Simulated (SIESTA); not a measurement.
**PbS: 7 runs along one coordinate**

System: PbS (Cmcm, 4 atoms in the cell).
Method: Kohn-Sham DFT of a periodic cell, PBE, PseudoDojo 0.4 standard, converted to PSML, no spin polarisation (SIESTA 5.4.2).

The 7 runs differ only in the geometry, by an even scaling of the cell at fixed fractional positions. The structure derives from a Materials Project entry.

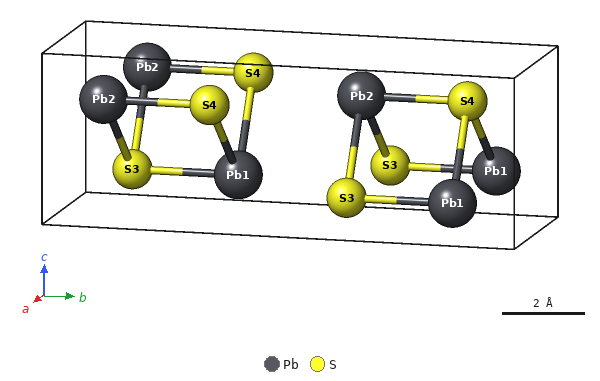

Figure 1. The structure of run 4 (ball-and-stick view of the cell 2 times as large as that of the calculation, set on its symmetry axes, seen slightly off an axis; atoms are numbered from 1 in the order of the input).

### Input of run 4
```
SystemName                      PbS
SystemLabel                     PbS
NumberOfSpecies                 2
NumberOfAtoms                   4
%block ChemicalSpeciesLabel
  1  82 Pb
  2  16 S
%endblock ChemicalSpeciesLabel

LatticeConstant                 1.0 Ang
%block LatticeVectors
     2.0799526950    -5.9912968650     0.0000000000
     2.0799526950     5.9912968650     0.0000000000
     0.0000000000     0.0000000000     4.2793209400
%endblock LatticeVectors
AtomicCoordinatesFormat         Fractional
%block AtomicCoordinatesAndAtomicSpecies
     0.1305633500     0.8694366500     0.2500000000  1  Pb
     0.8694366500     0.1305633500     0.7500000000  1  Pb
     0.3547970900     0.6452029100     0.2500000000  2  S
     0.6452029100     0.3547970900     0.7500000000  2  S
%endblock AtomicCoordinatesAndAtomicSpecies

%block kgrid.MonkhorstPack
    7   0   0  0.0
    0   7   0  0.0
    0   0   6  0.0
%endblock kgrid.MonkhorstPack
XC.Functional                   GGA
XC.Authors                      PBE
PAO.BasisSize                   TZDP
PAO.EnergyShift                 0.01 Ry
Mesh.Cutoff                     500 Ry
OccupationFunction              FD
ElectronicTemperature           0.05 eV
MaxSCFIterations                120
SCF.MustConverge                false
SCF.Mixer.Method                Pulay
SCF.Mixer.Weight                0.25
SCF.Mixer.History               8
SCF.DM.Tolerance                5.0e-05
SCF.H.Tolerance                 1.0e-03 eV
WriteForces                     true
Charge.Mulliken                 end
%block PAO.PolarizationScheme
  Pb non-perturbative
  S non-perturbative
%endblock PAO.PolarizationScheme
```

Command:
```bash
siesta < PbS.fdf > PbS.out 2>&1
```

Run 5 differs from it as follows:
```diff
-     2.0799526950    -5.9912968650     0.0000000000
-     2.0799526950     5.9912968650     0.0000000000
-     0.0000000000     0.0000000000     4.2793209400
+     2.0937276176    -6.0309754840     0.0000000000
+     2.0937276176     6.0309754840     0.0000000000
+     0.0000000000     0.0000000000     4.3076616397
```

### Results, with one run withheld

```csv
run,volume per atom (Å³),"free energy per atom, from the lowest run given (meV)",pressure (GPa),gap on the mesh (eV)
1,25.064,31.96,5.33,1.08
2,25.597,16.79,3.83,1.13
3,26.130,6.48,2.43,1.18
4,26.664,0.53,1.18,1.22
5,27.197,?,?,?
6,27.730,0.00,−0.94,1.27
7,28.263,4.66,−1.84,1.29
```

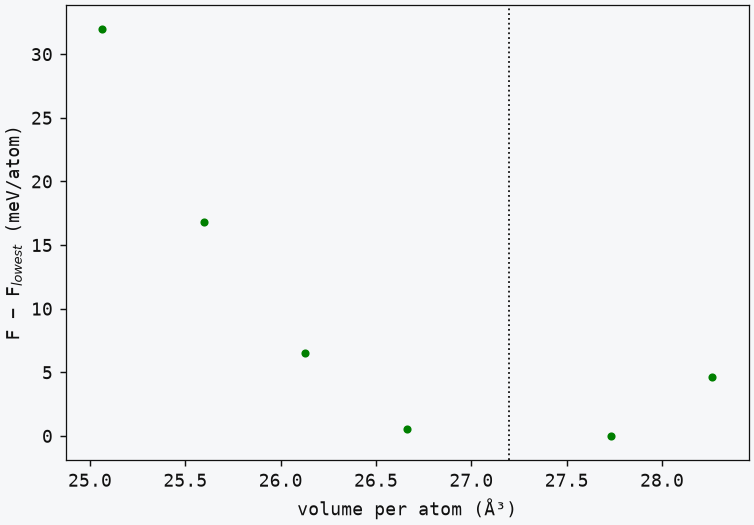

Figure 2. Free energy per atom of the runs given; the dotted line marks run 5.

What should run 5 give?

A cubic polynomial in V^(−2/3) (the Birch–Murnaghan form), fitted to the 6 runs given, misses them by under 0.01 meV per atom. With x = V^(−2/3) − 0.11241 Å⁻², it reads F = 1.6046 + 3242.9 x + 8.5017e+05 x² + 1.7578e+06 x³ (meV per atom). At run 5 it gives −1.49 meV per atom, and the run itself gives −1.49. The slope of the fit gives a pressure −dF/dV of 0.06 GPa there, and the run prints 0.07 GPa. The fit has its minimum at 27.227 Å³ per atom, where V d²F/dV² gives 53.6 GPa. Cell shape and fractional positions are held, so this is the stiffness under even scaling; the relaxed bulk modulus wasn't computed and can be far lower in a crystal of layers, chains or molecules like this one. The gap on the mesh goes, without turning, from 1.08 eV in run 1 to 1.29 eV in run 7; run 5 has 1.25 eV. These are gaps of this functional on this mesh, which can miss the band edges; they aren't the measured gap.

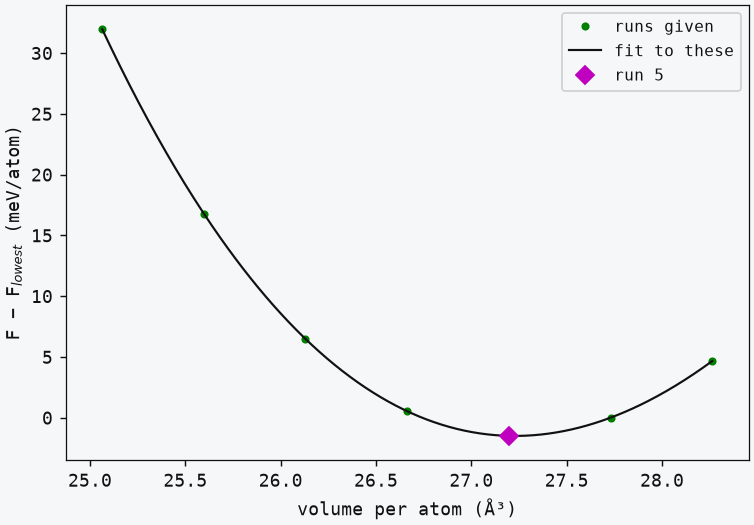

Figure 3. The fit and the withheld run.

### Some lines of the output (run 5)
```
[...]
outcell: Cell volume (Ang**3)        :    108.7876
stepf: Fermi-Dirac step function
siesta: Etot    =     -4429.600982
siesta: FreeEng =     -4429.600982
        iscf     Eharris(eV)        E_KS(eV)     FreeEng(eV)     dDmax    Ef(eV) dHmax(eV)
siesta: E_KS(eV) =            -4431.4004
siesta: E_KS - E_eggbox =     -4431.4004
siesta: Etot    =     -4431.400415
siesta: FreeEng =     -4431.400415
siesta:         Fermi =      -3.876251
siesta: Cell volume =        108.787582 Ang**3
    Orbital volume contribution        =           4.145770 eV
```

Notes: Spin–orbit coupling is left out, which matters for Pb. With a small basis of atomic orbitals these values can differ much from converged plane-wave results.
